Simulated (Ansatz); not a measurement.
**Sn8O17 (cell charge −2, with a compensating background) (cell with a defect): density, localisation and related maps**

The calculation's input:

```
crystal:
  lattice:
    - [-4.8271903414, -4.8271903414, 0.0]
    - [4.8271903414, -4.8271903414, 0.0]
    - [0.0, 4.8271903414, 6.4763045005]
  atoms:
    - { symbol: Sn, position: [0.1127448966, 0.6046726064, 0.2448894214] }
    - { symbol: Sn, position: [0.35465391, 0.8764763057, 0.7441323065] }
    - { symbol: Sn, position: [0.6126800387, 0.1186493961, 0.2449706737] }
    - { symbol: Sn, position: [0.8714051802, 0.3772126775, 0.7457723979] }
    - { symbol: Sn, position: [-0.026248285, 0.0037908424, -0.021166963] }
    - { symbol: Sn, position: [0.2519212759, 0.2699915892, 0.5109995808] }
    - { symbol: Sn, position: [0.4937653246, 0.4933002001, -0.0007170364] }
    - { symbol: Sn, position: [0.7320762699, 0.7388894124, 0.4906540052] }
    - { symbol: O, position: [0.1128658998, 0.3030156408, 0.2448748962] }
    - { symbol: O, position: [0.3680909962, 0.5781950502, 0.7607441577] }
    - { symbol: O, position: [0.6102670671, 0.8086399961, 0.2432117333] }
    - { symbol: O, position: [0.8575016207, 0.0623314479, 0.7290926652] }
    - { symbol: O, position: [0.2364462148, 0.9468546642, 0.3184608162] }
    - { symbol: O, position: [0.3545509238, 0.1814198291, 0.7467472444] }
    - { symbol: O, position: [0.6130124309, 0.4237054503, 0.2449488587] }
    - { symbol: O, position: [0.8710809384, 0.67950637, 0.7431471289] }
    - { symbol: O, position: [0.1856671026, 0.4940424623, -3.17453e-05] }
    - { symbol: O, position: [0.4336381336, 0.7171361318, 0.5011887059] }
    - { symbol: O, position: [0.6676097032, 0.009095256, -0.0182507915] }
    - { symbol: O, position: [0.9382426205, 0.2482959105, 0.4932269406] }
    - { symbol: O, position: [0.7933510667, 0.4599705284, -0.0087506785] }
    - { symbol: O, position: [0.0402452174, 0.7390975359, 0.4900234815] }
    - { symbol: O, position: [0.2874537071, 3.86722e-05, -0.0034447024] }
    - { symbol: O, position: [0.5561278284, 0.2684360357, 0.5037171248] }
    - { symbol: O, position: [0.996261597, 0.8735591871, 0.1746055977] }
  host:
    lattice:
      - [4.8271903414, 0.0, 0.0]
      - [0.0, 4.8271903414, 0.0]
      - [0.0, 0.0, 3.2381522502]
    atoms:
      - { symbol: Sn, position: [0.5, 0.5, 0.5] }
      - { symbol: Sn, position: [0.0, 0.0, 0.0] }
      - { symbol: O, position: [0.1934234768, 0.8065765232, 0.5] }
      - { symbol: O, position: [0.8065765232, 0.1934234768, 0.5] }
      - { symbol: O, position: [0.3065765232, 0.3065765232, 0.0] }
      - { symbol: O, position: [0.6934234768, 0.6934234768, 0.0] }
total_charge: -2
basis:
  ecutwfc: 420
  xc_grid: 2
kpoints:
  mp_grid: { grid: [3, 3, 3], shift: [0.0, 0.0, 0.0] }
hamiltonian:
  xc: pbe
scf:
  occupations: { method: gaussian, width: 0.01 }
output:
  forces: true
  stress: false
  eigenvalues: true
  charged_corrections:
    defect_position: [0.8125, 0.8125, 0.125]
    epsilon: [[14.0248, 0.0, 0.0], [0.0, 14.0248, 0.0], [0.0, 0.0, 10.8937]]
  write_density: true
  write_potential: true
  elf: true
  volumetric_format: npy
relax:
  adjacent_minimum: "off"
  f_tol: 0.025
  max_steps: 45
```

Launched as:

```sh
ansatz run input.yaml --threads 4 --pin off --max-ram 10240MiB --backend cpu --events-out ev --progress --plain --runs-dir out
```

The fields are those of the run's last geometry, not of the input's.

Level of theory: DFT PBE, scalar-relativistic, plane waves, PAW (Ansatz 0.2.0).

Core electrons are frozen (PAW), and the valence fields are smoothed inside the atomic spheres.

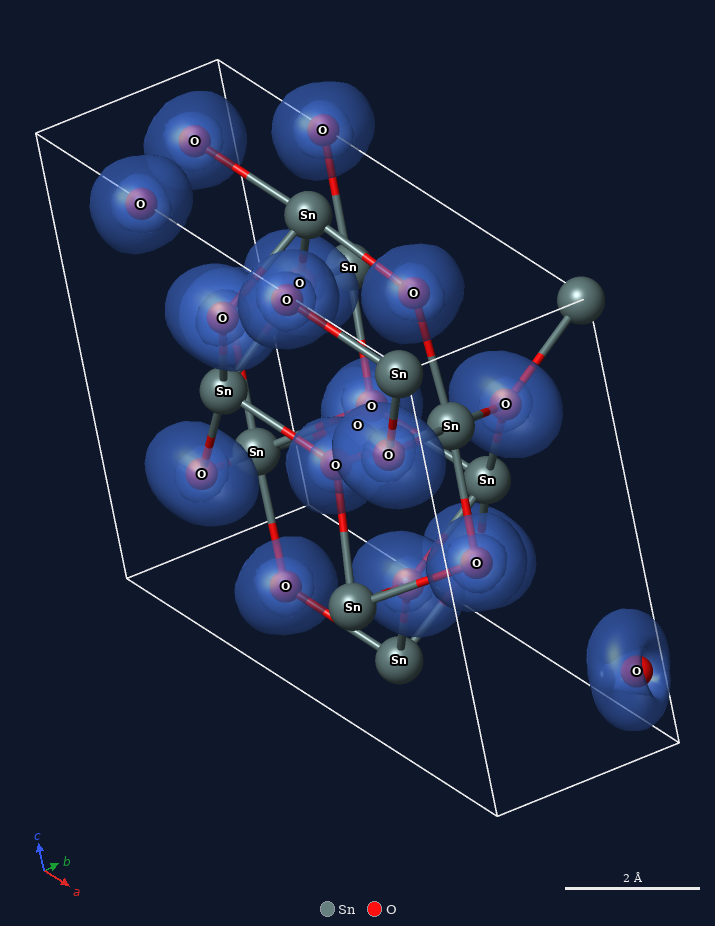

Figure 1. Isosurface of the ELF at 0.75 (blue), seen slightly off an axis. Only the valence region is drawn (cores and ρ < 0.01 e/Å³ removed). Sticks mark near contacts.

Identify the bonds, lone pairs and shells in this picture.

Answer. The surface consists of 17 regions wrapped around O (the valence shell of each), counted in one cell of 25 atoms. Regions shared between cells count once.


O–O (1.51 Å): the ELF peaks at about 0.65 between the atoms. Sn–O (2.05 Å): the ELF peaks at about 0.80 in the valence shell of O, 0.6 Å from its nucleus, and is about 0.25 at the midpoint: no localised pair shows between them.

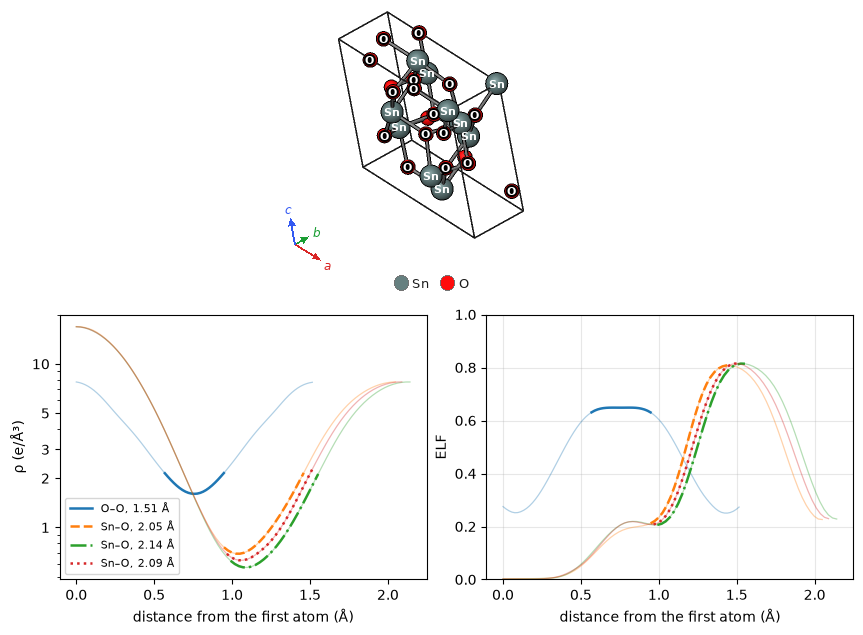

Figure 2. Valence pseudo-density and ELF along straight lines between neighbouring atoms. Thin, pale parts lie inside the atomic spheres. The structure is drawn too.

What can be read from the curves?

Answer. O–O (1.51 Å): the density is about 1.6 e/Å³ at the midpoint; the ELF peaks at about 0.65 between the atoms.
Sn–O (2.05 Å): ρ at the midpoint is about 0.69 e/Å³; the ELF peaks at about 0.80 in the valence shell of O, 0.6 Å from its nucleus, and is about 0.25 at the midpoint (no localised pair shows between them).
Sn–O (2.14 Å): ρ at the midpoint is about 0.57 e/Å³; the ELF peaks at about 0.80 in the valence shell of O, 0.6 Å from its nucleus, and is about 0.25 at the midpoint (no localised pair shows between them).
Sn–O (2.09 Å): the density is about 0.63 e/Å³ at the midpoint; the ELF peaks at about 0.80 in the valence shell of O, 0.6 Å from its nucleus, and is about 0.25 at the midpoint (no shared electron pair shows on this line).
